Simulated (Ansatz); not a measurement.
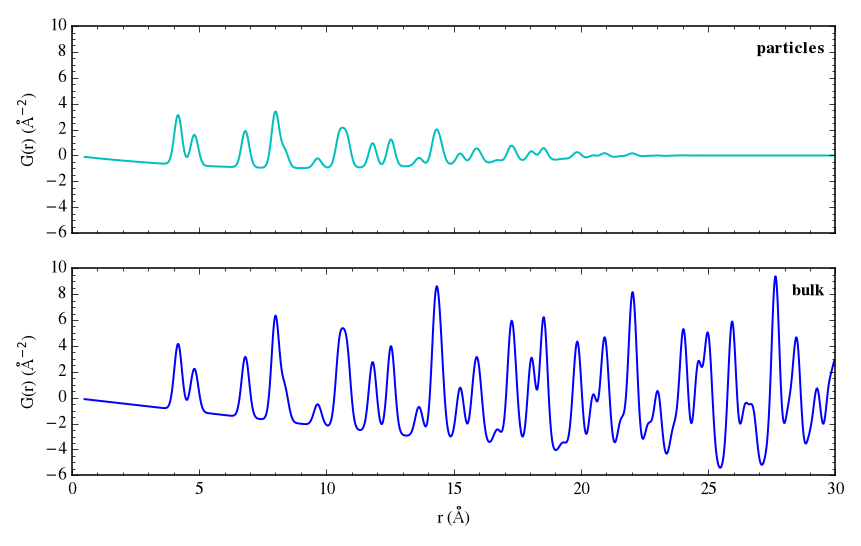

Simulated X-ray pair distribution function, G(r) = R(r)/r − 4πρ₀r, summed over the atomic distances of the structure with each pair weighted by the product of the atomic numbers (X-ray weights at Q = 0); every distance is a Gaussian of σ = 0.15 Å, for spherical particles of Sr with the bulk structure: the bulk G(r) is multiplied by the envelope of a sphere of diameter D, 1 − 3r/2D + r³/2D³, with no surface relaxation. The number density is 0.0178 atoms per Å³. Structure used: the input geometry of an electronic-structure calculation (not necessarily at equilibrium); the starting structure was generated, so it need not be a known form of this composition.

> How large are the particles?

About 25 Å (2.5 nm): the signal is half of the bulk amplitude at r ≈ 8.7 Å and vanishes at r = D, fading from view somewhat earlier.

> Roughly how many atoms does one particle hold?

About 150 (number density 0.0178 Å⁻³ times πD³/6).
